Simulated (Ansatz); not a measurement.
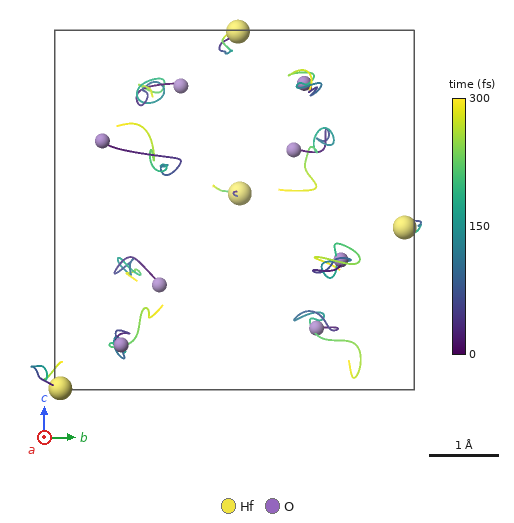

First-principles dynamics of a 12-atom cell of HfO2, 300 fs long. It starts from the last geometry of an earlier run, with fresh velocities. Lines trace each atom's path, coloured by time; spheres stand at the starting positions. Seen along the a axis in the simulation cell.

All numbers below come from Ansatz, DFT LDA, scalar-relativistic, plane waves, PAW. Settings: plane-wave cutoff 420 eV; k-point mesh 2 × 2 × 2; Fermi-Dirac smearing 0.24 eV; low-accuracy preset; volume 1.1 times that of the relaxed crystal; Nosé-Hoover thermostat (NVT); set temperature 1680 K; time step 1 fs; thermostat time 50.0 fs.

> What do the traces tell about the motion?

In the second half of the run the atoms are, in the root-mean-square, this far from where they began (common drift taken out): O 0.55 Å, Hf 0.27 Å. Against the typical shortest distance between atoms in the first frame, about 1.9 Å, the O atoms make wide excursions, while the Hf atoms stay at their sites; the run is too short to say whether this is diffusion.

Limits of the set-up: the program's low-accuracy preset was used.

Cost: 17 min on 1 thread of Intel(R) Xeon(R) Platinum 8259CL CPU @ 2.50GHz (Skylake/Cascade Lake), on a shared host, peak memory 0.64 GiB.

PAW datasets: the set soft_1.
